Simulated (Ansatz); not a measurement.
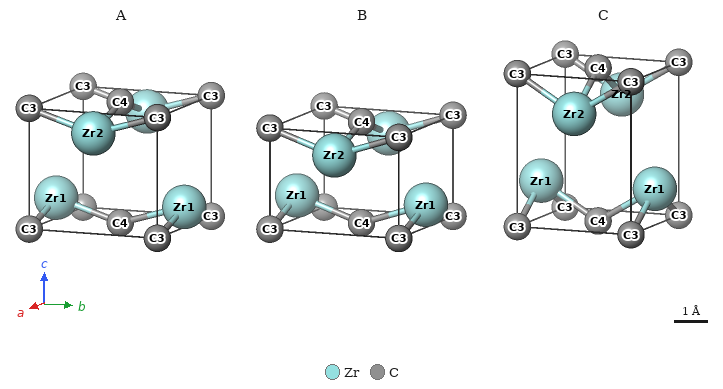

3 geometries from one relaxation of crystalline ZrC (built on the PbO type), in shuffled order. Style: ball-and-stick. Shown: the cell of the calculation, slightly off an axis.

Level of theory: DFT PBE, scalar-relativistic, plane waves, PAW (Ansatz). Set-up: plane-wave cutoff 420 eV; k-point mesh 10 × 10 × 8; occupations gaussian; smearing width 0.05 eV; no spin polarisation; cell and atoms relaxed; force threshold 0.01 eV/Å; at most 60 steps.

Q: Put them in the order of the run, from the start to the converged end.

A: C, A, B. They are steps 0, 5, 16, at +612 meV per atom, +94.6 meV per atom relative to the last. The energy falls by 612 meV per atom in 14 accepted moves (16 points after the start). Largest force component: 1.8 eV/Å at the start, 0.00064 eV/Å at the end. Pressure: 2.95 GPa at the start and 0.01 GPa at the end. The SCF was repeated twice at an unchanged geometry on a basis and grid sized afresh for the cell, which shifted the energy by 9.7 meV per atom at most. The largest moves relative to the cell, 0.039 Å, are those of Zr1 and Zr2. Zr1 goes along −c. C stays in place. The volume changes by −15.0 %, with a = b 3.745 → 4.248 Å (+13.4 %), c 4.719 → 3.119 Å (−33.9 %). Among the contacts that change: Zr1–Zr1 4.719 → 3.119 Å, Zr1–Zr2 3.631 → 3.462 Å, Zr1–Zr2 (another image) 3.466 → 3.313 Å, Zr1–C3 2.181 → 2.236 Å. Among the angles between lasting bonds that change: Zr1–C3–Zr1 118.3° → 143.6°, Zr1–C3–Zr2 105.2° → 95.6°. The space group stays P4/nmm (No. 129).
